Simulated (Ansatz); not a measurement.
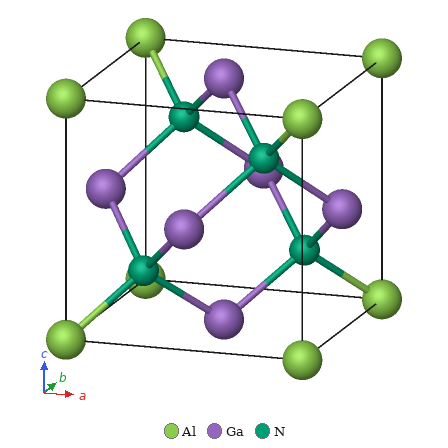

System: AlGa₃N₄, space group P-43m (No. 215). The picture shows the cell.

Input file:
```
crystal:
  lattice:
    - [4.4269712081, 0.0, 0.0]
    - [0.0, 4.4269712081, 0.0]
    - [0.0, 0.0, 4.4269712081]
  atoms:
    - { symbol: Al, position: [0.0, 0.0, 0.0] }
    - { symbol: Ga, position: [0.5, 0.5, 0.0] }
    - { symbol: Ga, position: [0.5, 0.0, 0.5] }
    - { symbol: Ga, position: [0.0, 0.5, 0.5] }
    - { symbol: "N", position: [0.7548198296, 0.7548198296, 0.2451801704] }
    - { symbol: "N", position: [0.7548198296, 0.2451801704, 0.7548198296] }
    - { symbol: "N", position: [0.2451801704, 0.7548198296, 0.7548198296] }
    - { symbol: "N", position: [0.2451801704, 0.2451801704, 0.2451801704] }
basis:
  ecutwfc: 420
kpoints:
  mp_grid: { grid: [6, 6, 6] }
hamiltonian:
  xc: lda
scf:
  occupations: { method: fixed }
output:
  forces: true
  stress: true
  eigenvalues: true
  polarization: {}
elastic:
  mode: relaxed_ion
  stencil: two_point
```

Command:
```bash
ansatz run input.yaml --threads 2 --pin off --max-ram 6144MiB --backend cpu --events-out ev --progress --plain --runs-dir out
```

Computed with Ansatz 0.2.0: proper piezoelectric stress tensor of an insulator from Berry phases at small strains, Voigt columns xx yy zz yz xz xy, Cartesian axes of the cell vectors; plane waves with PAW datasets, Γ-centred k mesh. Level: LDA, no spin polarisation.

wave cutoff 420 eV; k mesh 6×6×6; occupations fixed; pressure 0 GPa; ions relaxed; strain amplitude 0.002.

Describe the result: the piezoelectric tensor e in Voigt notation.

The largest components, equal in size at 0.472 C/m², are e14, e25 and e36. Three components exceed 1 % of the largest: e14 = 0.472, e25 = 0.472, e36 = 0.472 C/m².

```json
{"": "x", "xx": "0.000", "yy": "0.000", "zz": "0.000", "yz": "0.472", "xz": "0.000", "xy": "0.000"}
{"": "y", "xx": "0.000", "yy": "0.000", "zz": "0.000", "yz": "0.000", "xz": "0.472", "xy": "0.000"}
{"": "z", "xx": "0.000", "yy": "0.000", "zz": "0.000", "yz": "0.000", "xz": "0.000", "xy": "0.472"}
```

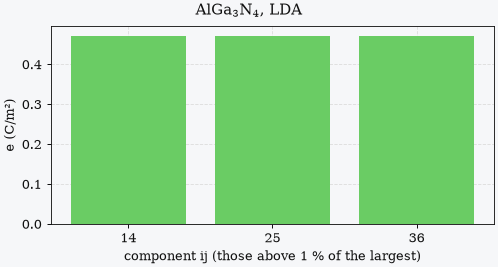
